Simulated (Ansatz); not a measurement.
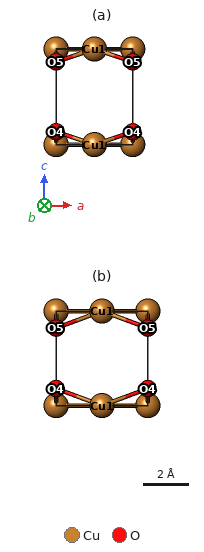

The structure of a crystal of Cu$_{3}$O$_{2}$ (a generated structure, set up in P6/mmm) (coarse preliminary run) before (top) and after (bottom) a relaxation, at one scale.

The picture is a ball-and-stick view of the cell of the calculation, seen along the b axis.

These are results of Ansatz 0.2.0, DFT PBE, scalar-relativistic, plane waves, PAW, not measurements.

Input
```yaml
crystal:
  lattice:
    - [3.95368288, 0.0, 0.0]
    - [-1.97684144, 3.42398981, 0.0]
    - [0.0, 0.0, 4.26847244]
  atoms:
    - { symbol: Cu, position: [0.5, 0.0, 0.0], spin: 1.0 }
    - { symbol: Cu, position: [0.0, 0.5, 0.0], spin: 1.0 }
    - { symbol: Cu, position: [0.5, 0.5, 0.0], spin: -1.0 }
    - { symbol: O, position: [0.0, 0.0, 0.13367482] }
    - { symbol: O, position: [0.0, 0.0, 0.86632518] }
basis:
  ecutwfc: 420
kpoints:
  mp_grid: { grid: [6, 6, 4] }
hamiltonian:
  xc: pbe
scf:
  occupations: { method: gaussian, width: 0.1 }
  lower_state_search: "off"
output:
  forces: true
  stress: true
  eigenvalues: true
  populations: true
magnetization:
  spin_polarized: true
relax:
  adjacent_minimum: "off"
  f_tol: 0.04
  max_steps: 70
  cell: { stress_tol: 0.4 }
```

Command:
```bash
ansatz run input.yaml --threads 1 --pin off --max-ram 2560MiB --backend cpu --events-out ev --progress --plain --runs-dir out
```

What changed between the two?

Answer. The largest moves relative to the cell, 0.20 Å, are those of O4 and O5. O4 goes along +c. Cu stays in place. Cell: a = b 3.954 → 4.735 Å (+19.8 %), c 4.268 → 4.223 Å (−1.1 %). Volume +41.9 %. Some distances before and after: Cu1–O4 2.058 → 2.486 Å, Cu1–Cu2 1.977 → 2.367 Å, O4–O5 1.141 → 1.519 Å. The space group stays P6/mmm (No. 191). After 9 accepted moves (11 points after the start) the energy has fallen by 2100 meV per atom. Largest force component: 24 eV/Å at the start, 0.017 eV/Å at the end. The pressure goes from 118.59 to 0.07 GPa. The SCF was repeated twice at an unchanged geometry on a basis and grid sized afresh for the cell, which shifted the energy by 79.1 meV per atom at most. The program noted that the starting moments weren't kept. The run may lie on a higher electronic state than the lowest, so the end point isn't shown to be the ground-state structure. Cost: 6.6 min on 1 thread of Intel(R) Xeon(R) Processor @ 2.70GHz (shared host), peak memory 0.53 GiB.
